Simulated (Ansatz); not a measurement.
Consider Si36W17 (cell with a defect).

Input file:

```
crystal:
  lattice:
    - [9.6877635752, 0.0, 0.0]
    - [0.0, 9.6877635752, 0.0]
    - [0.0, 0.0, 7.8664160148]
  atoms:
    - { symbol: Si, position: [1.0, 0.0, 0.334594037] }
    - { symbol: Si, position: [0.3333333333, 0.0, 0.334594037] }
    - { symbol: Si, position: [0.6666666667, 0.0, 0.334594037] }
    - { symbol: Si, position: [0.0, 0.3333333333, 0.334594037] }
    - { symbol: Si, position: [0.1666666667, 0.1666666667, 0.834594037] }
    - { symbol: Si, position: [0.3333333333, 0.3333333333, 0.334594037] }
    - { symbol: Si, position: [0.5, 0.1666666667, 0.834594037] }
    - { symbol: Si, position: [0.6666666667, 0.3333333333, 0.334594037] }
    - { symbol: Si, position: [0.8333333333, 0.1666666667, 0.834594037] }
    - { symbol: Si, position: [0.0, 0.6666666667, 0.334594037] }
    - { symbol: Si, position: [0.1666666667, 0.5, 0.834594037] }
    - { symbol: Si, position: [0.3333333333, 0.6666666667, 0.334594037] }
    - { symbol: Si, position: [0.5, 0.5, 0.834594037] }
    - { symbol: Si, position: [0.6666666667, 0.6666666667, 0.334594037] }
    - { symbol: Si, position: [0.8333333333, 0.5, 0.834594037] }
    - { symbol: Si, position: [0.1666666667, 0.8333333333, 0.834594037] }
    - { symbol: Si, position: [0.5, 0.8333333333, 0.834594037] }
    - { symbol: Si, position: [0.8333333333, 0.8333333333, 0.834594037] }
    - { symbol: Si, position: [0.0, 1.0, 0.665405963] }
    - { symbol: Si, position: [0.3333333333, 0.0, 0.665405963] }
    - { symbol: Si, position: [0.6666666667, 0.0, 0.665405963] }
    - { symbol: Si, position: [0.0, 0.3333333333, 0.665405963] }
    - { symbol: Si, position: [0.1666666667, 0.1666666667, 0.165405963] }
    - { symbol: Si, position: [0.3333333333, 0.3333333333, 0.665405963] }
    - { symbol: Si, position: [0.5, 0.1666666667, 0.165405963] }
    - { symbol: Si, position: [0.6666666667, 0.3333333333, 0.665405963] }
    - { symbol: Si, position: [0.8333333333, 0.1666666667, 0.165405963] }
    - { symbol: Si, position: [0.0, 0.6666666667, 0.665405963] }
    - { symbol: Si, position: [0.1666666667, 0.5, 0.165405963] }
    - { symbol: Si, position: [0.3333333333, 0.6666666667, 0.665405963] }
    - { symbol: Si, position: [0.5, 0.5, 0.165405963] }
    - { symbol: Si, position: [0.6666666667, 0.6666666667, 0.665405963] }
    - { symbol: Si, position: [0.8333333333, 0.5, 0.165405963] }
    - { symbol: Si, position: [0.1666666667, 0.8333333333, 0.165405963] }
    - { symbol: Si, position: [0.5, 0.8333333333, 0.165405963] }
    - { symbol: Si, position: [0.8333333333, 0.8333333333, 0.165405963] }
    - { symbol: W, position: [0.3333333333, 0.0, 0.0] }
    - { symbol: W, position: [0.6666666667, 0.0, 0.0] }
    - { symbol: W, position: [0.0, 0.3333333333, 0.0] }
    - { symbol: W, position: [0.1666666667, 0.1666666667, 0.5] }
    - { symbol: W, position: [0.3333333333, 0.3333333333, 0.0] }
    - { symbol: W, position: [0.5, 0.1666666667, 0.5] }
    - { symbol: W, position: [0.6666666667, 0.3333333333, 0.0] }
    - { symbol: W, position: [0.8333333333, 0.1666666667, 0.5] }
    - { symbol: W, position: [0.0, 0.6666666667, 0.0] }
    - { symbol: W, position: [0.1666666667, 0.5, 0.5] }
    - { symbol: W, position: [0.3333333333, 0.6666666667, 0.0] }
    - { symbol: W, position: [0.5, 0.5, 0.5] }
    - { symbol: W, position: [0.6666666667, 0.6666666667, 0.0] }
    - { symbol: W, position: [0.8333333333, 0.5, 0.5] }
    - { symbol: W, position: [0.1666666667, 0.8333333333, 0.5] }
    - { symbol: W, position: [0.5, 0.8333333333, 0.5] }
    - { symbol: W, position: [0.8333333333, 0.8333333333, 0.5] }
scf:
  occupations: { method: methfessel_paxton, width: 0.1 }
output:
  forces: true
  stress: false
  eigenvalues: true
  write_density: true
  write_potential: true
  elf: true
  volumetric_format: npy
kpoints:
  mp_grid: { grid: [4, 4, 4] }
hamiltonian:
  xc: pbe
relax:
  f_tol: 0.02
  adjacent_minimum: "off"
```

Command:

```sh
ansatz run input.yaml --threads 8 --pin off --max-ram 28672MiB --backend cpu --events-out ev --progress --plain --runs-dir out
```

The fields are those of the relaxed geometry.

Level of theory: DFT PBE, scalar-relativistic, plane waves, PAW (Ansatz).

**Predict the valence pseudo-density and electron localisation function between the atoms.**

Si–Si (2.53 Å): the density is about 0.36 e/Å³ at the midpoint; the ELF peaks at about 0.60 in the valence shell of Si, 0.9 Å from its nucleus, and is about 0.55 at the midpoint.
Si–W (2.62 Å): ρ at the midpoint is about 0.41 e/Å³; the ELF peaks at about 0.70 in the valence shell of Si, 1.0 Å from its nucleus, and is about 0.45 at the midpoint.
Si–Si (2.59 Å): ρ at the midpoint is about 0.32 e/Å³; the ELF is about 0.45 at the midpoint.
Si–Si (2.62 Å): ρ at the midpoint is about 0.31 e/Å³; the ELF is about 0.40 at the midpoint.

**Does the calculation give a band gap?**

It is metallic or semimetallic at this level of theory: no gap opens.

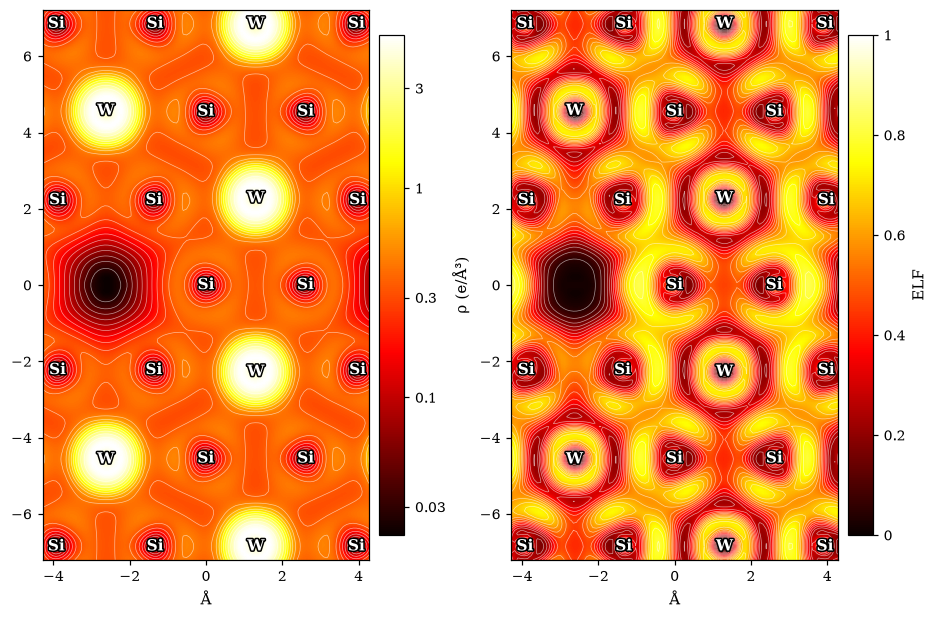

Computed valence pseudo-density and electron localisation function on the (110) plane of the calculation cell, in this order. 

Core electrons are frozen (PAW), and the valence fields are smoothed inside the atomic spheres.
